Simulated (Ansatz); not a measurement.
```
Pb O
1.0
     3.48358    0.00000    0.00000
    -1.74179    3.01687    0.00000
     0.00000    0.00000   11.82304
Pb O
3 6
Direct
  0.33333 0.66667 0.16667
  0.00000 0.00000 0.50000
  0.66667 0.33333 0.83333
  0.66667 0.33333 0.08293
  0.33333 0.66667 0.41626
  0.00000 0.00000 0.74960
  0.00000 0.00000 0.25040
  0.66667 0.33333 0.58374
  0.33333 0.66667 0.91707
```

Space group R-3m; a structure generated by program, which may or may not match a known phase; not relaxed (largest force 0.3 eV/Å); computed pressure about −4 GPa in this cell.

Method: DFT r2SCAN, scalar-relativistic, plane waves, PAW in Ansatz.

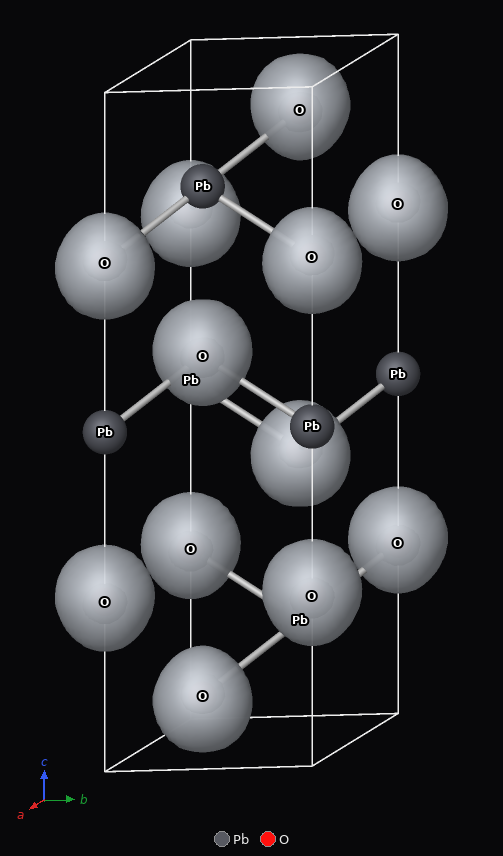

PbO2. Isosurface of the ELF at 0.7 (grey), seen slightly off an axis. Only the valence region is drawn (cores and ρ < 0.01 e/Å³ removed). Sticks mark near contacts.

Where are the electrons localised?

Answer. At this value the surface marks out six regions wrapped around O (the valence shell of each), counted in one cell of 9 atoms. Any copies at cell faces, edges or corners count once. Along the contacts the grid gives the following. Pb–O (2.24 Å): the ELF peaks at about 0.80 in the valence shell of O, 0.6 Å from its nucleus, and drops to about 0.20 between the two atoms.

How much charge does the calculation move between the atoms?

Answer. Electrons move from Pb towards O. Bader charges: Pb +2.09 and O −1.05 e.
